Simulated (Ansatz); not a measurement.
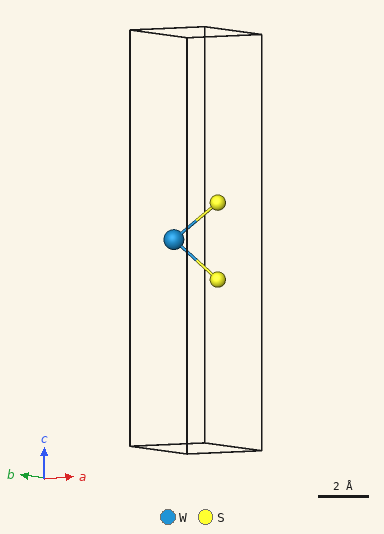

Shown here is a ball-and-stick view of the crystal, taken from the side at a slight tilt. Thin lines show the simulation cell, with boundary atoms drawn in all their periodic places.

```xyz
3
Lattice="3.1458 0.0000 0.0000 -1.5729 2.7243 0.0000 0.0000 0.0000 16.9534" Properties=species:S:1:pos:R:3 pbc="T T T"
W     0.0000    1.8162    8.4767
S     1.5729    0.9081    6.9098
S     1.5729    0.9081   10.0436
```

Setup: DFT PBEsol, scalar-relativistic, plane waves, PAW (Ansatz); a cutoff energy of 420 eV, a 12×12×2 k-point grid, Gaussian smearing of 0.02 eV, no spin polarisation.

### State the Bader charges by element.

W +1.33 e; S -0.66 e. The transfer is large, as in an ionic solid.

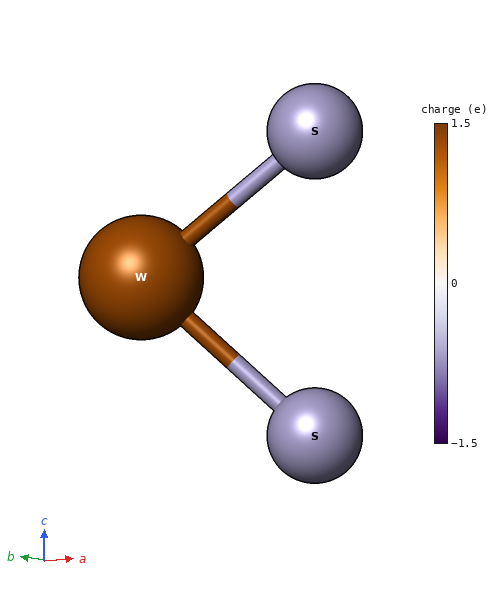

The atoms coloured by those charges.

It goes back to a structure listed in the Materials Project. Earlier steps of the study may have refined or changed the cell and positions. A calculation with Ansatz used it as input.
